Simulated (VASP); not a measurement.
# Geometry relaxation of AlAs (part 2 of 5)

The same run, continued: AlAs (slab, 14 atoms in the cell); Kohn-Sham DFT of a periodic cell, PBEsol, VASP PAW PBE potentials, recommended, no spin polarisation (VASP 6.6.1); cutoff 520 eV, 4×6×1 k-mesh, Gaussian smearing of 0.05 eV. The structure derives from an entry of the Crystallography Open Database.

Geometry of the input (Å; fractional positions):
```
5.6608  0.0000  0.0000
0.0000  4.0028  0.0000
0.0000  0.0000  28.0084
Al 0.5000  0.5000  0.2856
Al 0.0000  0.0000  0.3571
Al 0.5000  0.5000  0.4285
Al 0.0000  0.0000  0.5000
Al 0.5000  0.5000  0.5715
Al 0.0000  1.0000  0.6429
Al 0.5000  0.5000  0.7144
As 0.7500  0.0000  0.2856
As 0.2500  0.5000  0.3571
As 0.7500  0.0000  0.4285
As 0.2500  0.5000  0.5000
As 0.7500  0.0000  0.5715
As 0.2500  0.5000  0.6429
As 0.7500  0.0000  0.7144
```

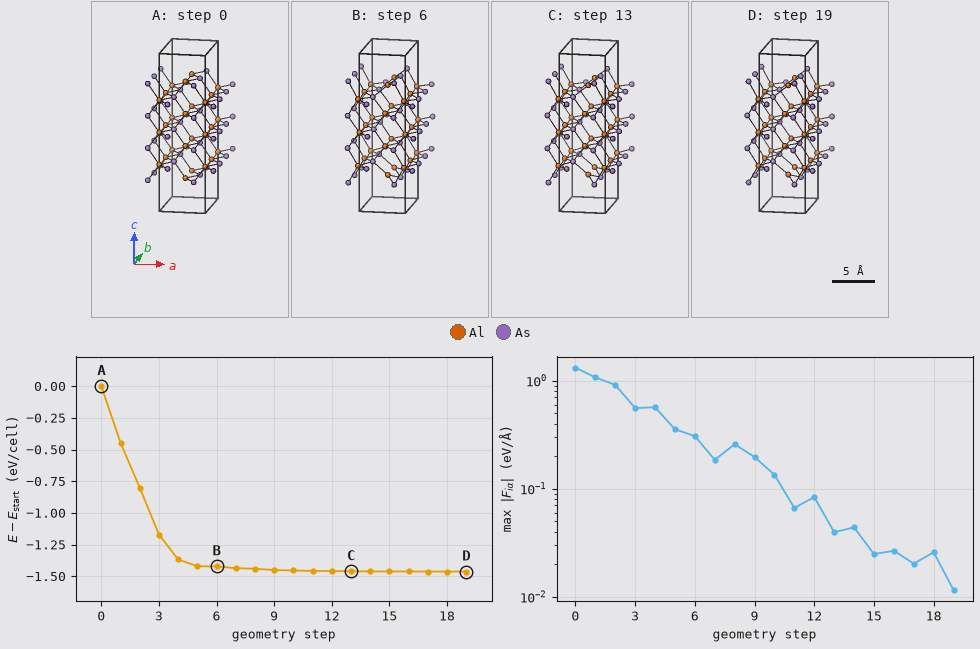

*Frames of the relaxation (ball-and-stick view of the 1 × 2 repeat of the cell, with the vacuum cut short, with bonded neighbours outside it, seen slightly off an axis) above the curves, on which the letters mark them (steps are counted from 0).*

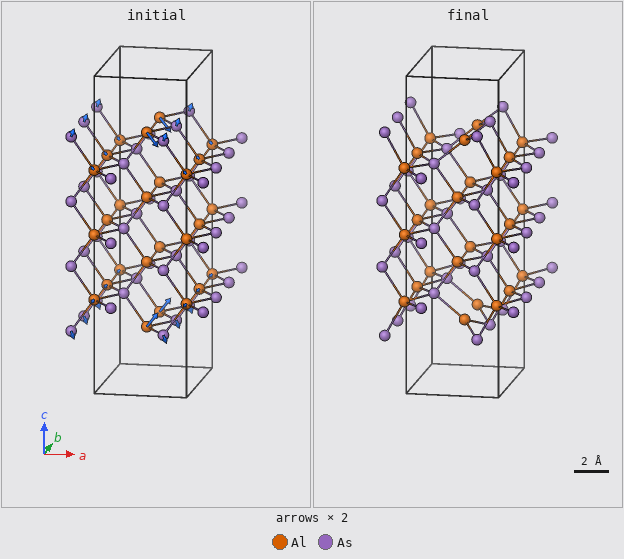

*Before (left) and after (right) the relaxation, at one scale (ball-and-stick view of the 1 × 2 repeat of the cell, with the vacuum cut short, with bonded neighbours outside it, seen slightly off an axis). The blue arrows give the displacements, magnified 2 times.*

The largest moves, 0.58 Å, are those of Al1 and Al7. By element the largest moves are Al 0.58 Å, As 0.29 Å. The cell doesn't change. Among the contacts that change: Al2–As10 2.451 → 2.489 Å, Al1–As9 2.451 → 2.424 Å, Al1–As8 2.451 → 2.426 Å, Al3–As9 2.451 → 2.472 Å. Among the angles that change: Al6–As14–Al7 109.5° → 88.2°, Al5–As13–Al7 109.5° → 93.8°, As8–Al1–As9 109.5° → 124.1°. After 19 geometry steps the energy has fallen by 1.463 eV per cell of the calculation. The largest force component goes from 1.3 to 0.012 eV/Å. (Atoms are counted from 1 in the order of the input.)

### Parts of OUTCAR
```
PREC = Accurate
   ENCUT = 520
   EDIFF = 1E-6
   ISMEAR = 0
   LREAL = False
   LASPH = True
   NELM = 80
   ISIF = 2
   GGA = PS
   IBRION = 2
   NSW = 100
   EDIFFG = -0.015

 ion  position               nearest neighbor table
   1  0.500  0.500  0.286-   8 2.45   8 2.45   9 2.45
   2  0.000  0.000  0.357-   9 2.45   9 2.45   8 2.45  10 2.45
   3  0.500  0.500  0.429-  10 2.45  10 2.45  11 2.45   9 2.45
   4  0.000  0.000  0.500-  11 2.45  11 2.45  12 2.45  10 2.45
   5  0.500  0.500  0.571-  12 2.45  12 2.45  13 2.45  11 2.45
   6  0.000  0.000  0.643-  13 2.45  13 2.45  14 2.45  12 2.45
   7  0.500  0.500  0.714-  14 2.45  14 2.45  13 2.45
   8  0.750  0.000  0.286-   1 2.45   1 2.45   2 2.45
   9  0.250  0.500  0.357-   2 2.45   2 2.45   1 2.45   3 2.45
  10  0.750  0.000  0.429-   3 2.45   3 2.45   4 2.45   2 2.45
  11  0.250  0.500  0.500-   4 2.45   4 2.45   5 2.45   3 2.45
  12  0.750  0.000  0.571-   5 2.45   5 2.45   6 2.45   4 2.45
  13  0.250  0.500  0.643-   6 2.45   6 2.45   7 2.45   5 2.45
  14  0.750  0.000  0.714-   7 2.45   7 2.45   6 2.45

  LATTYP: Found a simple orthorhombic cell.
 ALAT       =     4.0027900670
 B/A-ratio  =     1.4142135624
 C/A-ratio  =     6.9972118778

  Lattice vectors:

 A1 = (   0.0000000000,  -4.0027900670,   0.0000000000)
 A2 = (   5.6608000000,   0.0000000000,   0.0000000000)
 A3 = (   0.0000000000,   0.0000000000,  28.0083702010)

Analysis of symmetry for initial positions (statically):
=====================================================================
 Subroutine PRICEL returns:
 Original cell was already a primitive cell.

 Routine SETGRP: Setting up the symmetry group for a
 simple orthorhombic supercell.

 Subroutine GETGRP returns: Found  4 space group operations
 (whereof  4 operations were pure point group operations)
 out of a pool of  8 trial point group operations.

The static configuration has the point symmetry C_2v.

Analysis of symmetry for dynamics (positions and initial velocities):
=====================================================================
 Subroutine PRICEL returns:
 Original cell was already a primitive cell.

 Routine SETGRP: Setting up the symmetry group for a
 simple orthorhombic supercell.

 Subroutine GETGRP returns: Found  4 space group operations
 (whereof  4 operations were pure point group operations)
 out of a pool of  8 trial point group operations.

The dynamic configuration has the point symmetry C_2v.

 Subroutine INISYM returns: Found  4 space group operations
 (whereof  4 operations are pure point group operations),
 and found     1 'primitive' translations

----------------------------------------------------------------------------------------

                                     Primitive cell

  volume of cell :     634.6415

  direct lattice vectors                    reciprocal lattice vectors
     5.660800000  0.000000000  0.000000000     0.176653477  0.000000000  0.000000000
     0.000000000  4.002790067  0.000000000     0.000000000  0.249825742  0.000000000
     0.000000000  0.000000000 28.008370201     0.000000000  0.000000000  0.035703613

  length of vectors
     5.660800000  4.002790067 28.008370201     0.176653477  0.249825742  0.035703613

  position of ions in fractional coordinates (direct lattice)
     0.500000000  0.500000000  0.285628901
     0.000000000  0.000000000  0.357085934
     0.500000000  0.500000000  0.428542967
     0.000000000  0.000000000  0.500000000
     0.500000000  0.500000000  0.571457033
     0.000000000  0.000000000  0.642914066
     0.500000000  0.500000000  0.714371099
     0.750000000  0.000000000  0.285628901
     0.250000000  0.500000000  0.357085934
     0.750000000  0.000000000  0.428542967
     0.250000000  0.500000000  0.500000000
     0.750000000  0.000000000  0.571457033
     0.250000000  0.500000000  0.642914066
     0.750000000  0.000000000  0.714371099

  ion indices of the primitive-cell ions
   primitive index   ion index
                 1           1
                 2           2
                 3           3
                 4           4
                 5           5
                 6           6
                 7           7
                 8           8
                 9           9
                10          10
                11          11
                12          12
                13          13
                14          14

----------------------------------------------------------------------------------------

 KPOINTS: regular mesh

Automatic generation of k-mesh.
 Grid dimensions read from file:
 generate k-points for:    4    6    1

 Generating k-lattice:

  Cartesian coordinates                     Fractional coordinates (reciprocal lattice)
     0.044163369  0.000000000  0.000000000     0.250000000  0.000000000  0.000000000
     0.000000000  0.041637624  0.000000000     0.000000000  0.166666667  0.000000000
     0.000000000  0.000000000  0.035703613     0.000000000  0.000000000  1.000000000

  Length of vectors
     0.044163369  0.041637624  0.035703613

  Shift w.r.t. Gamma in fractional coordinates (k-lattice)
     0.000000000  0.000000000  0.000000000

 Subroutine IBZKPT returns following result:
 ===========================================

 Found     12 irreducible k-points:

 Following reciprocal coordinates:
            Coordinates               Weight
  0.000000  0.000000  0.000000      1.000000
  0.250000  0.000000  0.000000      2.000000
  0.500000  0.000000  0.000000      1.000000
  0.000000  0.166667  0.000000      2.000000
  0.250000  0.166667  0.000000      4.000000
  0.500000  0.166667  0.000000      2.000000
  0.000000  0.333333  0.000000      2.000000
  0.250000  0.333333  0.000000      4.000000
  0.500000  0.333333  0.000000      2.000000
  0.000000  0.500000  0.000000      1.000000
  0.250000  0.500000  0.000000      2.000000
  0.500000  0.500000  0.000000      1.000000
   k-points           NKPTS =     12   k-points in BZ     NKDIM =     12   number of bands    NBANDS=     36
   number of dos      NEDOS =    301   number of ions     NIONS =     14
   total plane-waves  NPLWV = 264600
   dimension x,y,z NGX =    42 NGY =   30 NGZ =  210
   dimension x,y,z NGXF=    84 NGYF=   60 NGZF=  420
   ions per type =               7   7
   NGX,Y,Z   is equivalent  to a cutoff of  12.33, 12.46, 12.46 a.u.
   NGXF,Y,Z  is equivalent  to a cutoff of  24.67, 24.92, 24.93 a.u.
 SYSTEM =  unknown system
   PREC   = accura    normal or accurate (medium, high low for compatibility)
   ISTART =      0    job   : 0-new  1-cont  2-samecut
   ICHARG =      2    charge: 1-file 2-atom 10-const
   ISPIN  =      1    spin polarized calculation?
   LNONCOLLINEAR =      F non collinear calculations
   LSORBIT =      F    spin-orbit coupling
   LASPH  =      T    aspherical Exc in radial PAW
   ENCUT  =  520.0 eV  38.22 Ry    6.18 a.u.  10.53  7.44 52.08*2*pi/ulx,y,z
   NELM   =     80;   NELMIN=  2; NELMDL= -5     # of ELM steps
   EDIFF  = 0.1E-05   stopping-criterion for ELM
   LREAL  =      F    real-space projection
   EDIFFG = -.1E-01   stopping-criterion for IOM
   NSW    =    100    number of steps for IOM
   IBRION =      2    ionic relax: 0-MD 1-quasi-New 2-CG
   NFREE  =      1    steps in history (QN), initial steepest desc. (CG)
   ISIF   =      2    stress and relaxation
   ISYM   =      2    0-nonsym 1-usesym 2-fastsym
   POTIM  = 0.5000    time-step for ionic-motion
   TEBEG  =    0.0;   TEEND  =   0.0 temperature during run
   PSTRESS=    0.0 pullay stress
   NELECT =      56.0000    total number of electrons
   NUPDOWN=      -1.0000    fix difference up-down
   EMIN   =  10.00;   EMAX   =-10.00  energy-range for DOS
   EFERMI =   0.00;   METHOD = LEGACY
   ISMEAR =     0;   SIGMA  =   0.05  broadening in eV -4-tet -1-fermi 0-gaus
   EFERMI_NEDOS =   21; number of points for ismear=-14 and -15
   IALGO  =     38    algorithm
   IMIX   =      4    mixing-type and parameters
     AMIX     =   0.40;   BMIX     =  1.00
     AMIX_MAG =   1.60;   BMIX_MAG =  1.00
  volume/ion in A,a.u.               =      45.33       305.91
  Fermi-wavevector in a.u.,A,eV,Ry     =   0.728833  1.377295  7.227381  0.531198
  Thomas-Fermi vector in A             =   1.820405
   LORBIT       =      0    0 simple, 1 ext, 2 COOP (PROOUT), +10 PAW based schemes
   GGA     = PS    functional components
   LHFCALC =     F    Hartree Fock is set to
   AEXX    =    0.0000 exact exchange contribution
   IVDW    =     0    specifies the selected vdW correction
   LEPSILON=     F    determine dielectric tensor
   LRPA    =     F    only Hartree local field effects (RPA)
 conjugate gradient relaxation of ions
 non-spin polarized calculation
 Gauss-broadening in eV      SIGMA  =   0.05
  energy-cutoff  :      520.00
  volume of cell :      634.64
 maximum number of plane-waves:     17159
   NGX = 21   NGY = 15   NGZ =105

--------------------------------------- Ionic step        1  -------------------------------------------

 number of electron      56.0000007 magnetization

 Free energy of the ion-electron system (eV)
  ---------------------------------------------------
  ext. energy  EPLUGINS =         0.00000000
  ---------------------------------------------------
  free energy    TOTEN  =       -66.67964974 eV

  energy without entropy =      -66.67964974  energy(sigma->0) =      -66.67964974

------------------------ aborting loop because EDIFF is reached ----------------------------------------

  FORCE on cell =-STRESS in cart. coord.  units (eV):
  Direction    XX          YY          ZZ          XY          YZ          ZX
  --------------------------------------------------------------------------------------
  -------------------------------------------------------------------------------------
  Total       -2.0493987     -1.3461502      1.2790924      0.0000000      0.0000000      0.0000000
  in kB       -5.1737873     -3.3984090      3.2291189      0.0000000      0.0000000      0.0000000
  external PRESSURE =      -1.7810258 kB  Pullay stress =       0.0000000 kB

 VOLUME and BASIS-vectors are now :
 -----------------------------------------------------------------------------
  energy-cutoff  :      520.00
  volume of cell :      634.64
      direct lattice vectors                 reciprocal lattice vectors
     5.660800000  0.000000000  0.000000000     0.176653477  0.000000000  0.000000000
     0.000000000  4.002790067  0.000000000     0.000000000  0.249825742  0.000000000
     0.000000000  0.000000000 28.008370201     0.000000000  0.000000000  0.035703613

 POSITION                                       TOTAL-FORCE (eV/Angst)
 -----------------------------------------------------------------------------------
      2.83040      2.00140      8.00000         1.149375     -0.000000      1.318618
      0.00000      0.00000     10.00140        -0.395520      0.000000      0.126948
      2.83040      2.00140     12.00279         0.314428     -0.000000      0.101957
      0.00000      0.00000     14.00419        -0.176725     -0.000000      0.000000
      2.83040      2.00140     16.00558         0.314428      0.000000     -0.101957
      0.00000      0.00000     18.00698        -0.395520     -0.000000     -0.126948
      2.83040      2.00140     20.00837         1.149375     -0.000000     -1.318618
      4.24560      0.00000      8.00000        -0.383857     -0.000000     -1.248802
      1.41520      2.00140     10.00140        -0.548645     -0.000000     -0.476273
      4.24560      0.00000     12.00279         0.006342     -0.000000      0.065906
      1.41520      2.00140     14.00419        -0.107522     -0.000000      0.000000
      4.24560      0.00000     16.00558         0.006342      0.000000     -0.065906
      1.41520      2.00140     18.00698        -0.548645     -0.000000      0.476273
      4.24560      0.00000     20.00837        -0.383857     -0.000000      1.248802
 -----------------------------------------------------------------------------------
    total drift:                                0.000157      0.000000     -0.000000

  FREE ENERGIE OF THE ION-ELECTRON SYSTEM (eV)
  ---------------------------------------------------
  free  energy   TOTEN  =       -66.6796497443 eV

  energy  without entropy=      -66.6796497443  energy(sigma->0) =      -66.67964974

--------------------------------------- Ionic step        2  -------------------------------------------

 number of electron      56.0000003 magnetization

------------------------ aborting loop because EDIFF is reached ----------------------------------------

  FORCE on cell =-STRESS in cart. coord.  units (eV):
  Direction    XX          YY          ZZ          XY          YZ          ZX
  --------------------------------------------------------------------------------------
  -------------------------------------------------------------------------------------
  Total       -0.9098907     -0.0538032      0.2404986      0.0000000      0.0000000      0.0000000
  in kB       -2.2970547     -0.1358284      0.6071483      0.0000000      0.0000000      0.0000000
  external PRESSURE =      -0.6085783 kB  Pullay stress =       0.0000000 kB

 VOLUME and BASIS-vectors are now :
 -----------------------------------------------------------------------------
  energy-cutoff  :      520.00
  volume of cell :      634.64
      direct lattice vectors                 reciprocal lattice vectors
     5.660800000  0.000000000  0.000000000     0.176653477  0.000000000  0.000000000
     0.000000000  4.002790067  0.000000000     0.000000000  0.249825742  0.000000000
     0.000000000  0.000000000 28.008370201     0.000000000  0.000000000  0.035703613

 POSITION                                       TOTAL-FORCE (eV/Angst)
```
